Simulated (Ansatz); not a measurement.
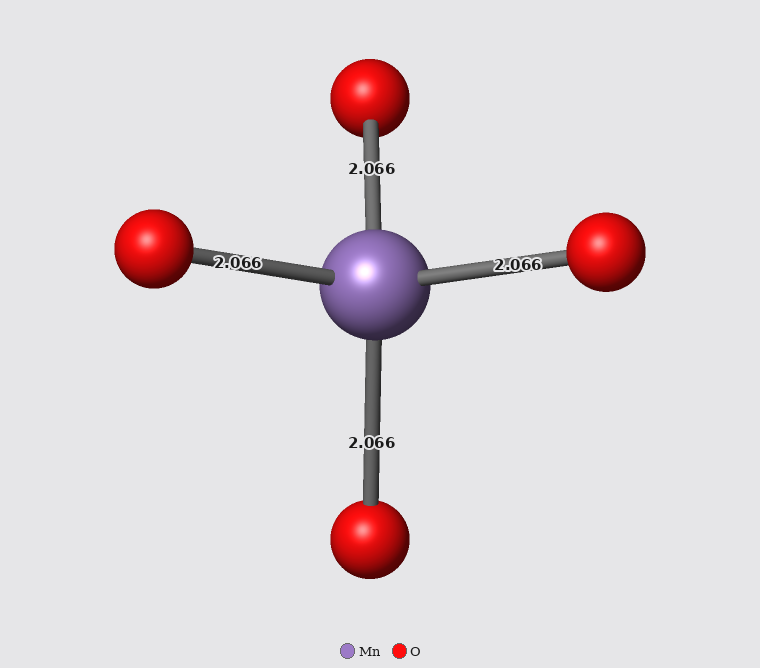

The surroundings of site Mn1 (at 0.000, 0.000, 0.000) in MnO (I-4m2, No. 119), with bond lengths in Å.

The cell is taken from the end point of a relaxation at fixed volume with DFT r2SCAN, scalar-relativistic, plane waves, PAW in Ansatz 0.2.0; the starting structure was generated, so it need not be a known form of this composition.

```xyz
4
Lattice="3.4211 0.0000 0.0000 0.0000 3.4211 0.0000 0.0000 0.0000 4.6348" Properties=species:S:1:pos:R:3 pbc="T T T"
Mn    0.0000    0.0000    0.0000
O     0.0000    1.7105    1.1587
Mn    1.7105    1.7105    2.3174
O     1.7105    0.0000    3.4761
```

Bond valence s = exp((R0 − d)/b), R0 fitted to published crystal structures with b = 0.37 Å, summed over all anions within 5 Å; R0 in Å: Mn2+–O 1.783; Mn3+–O 1.745; Mn4+–O 1.757; Mn7+–O 1.813.

> Which oxidation state of Mn do these bonds support?

With the Mn2+ parameters the computed sum is 4 × 0.465 = 1.86. With the Mn3+ parameters the computed sum is 4 × 0.420 = 1.68. With the Mn4+ parameters the computed sum is 4 × 0.434 = 1.74. With the Mn7+ parameters the computed sum is 4 × 0.505 = 2.02. The sum matches its own assumption best for Mn2+, which also balances the formula's charge.

> And over the whole structure?

| site | x, y, z | formal valence | bond-valence sum | difference |
| --- | --- | --- | --- | --- |
| Mn1 | 0.000, 0.000, 0.000 | +2 | 1.90 | -0.10 |
| O1 | 0.000, 0.500, 0.250 | −2 | 1.90 | -0.10 |

These sums include all anions within 5 Å. The global instability index (root mean square of the differences over all atoms) is 0.10 v.u.: moderate strain, common in real structures.
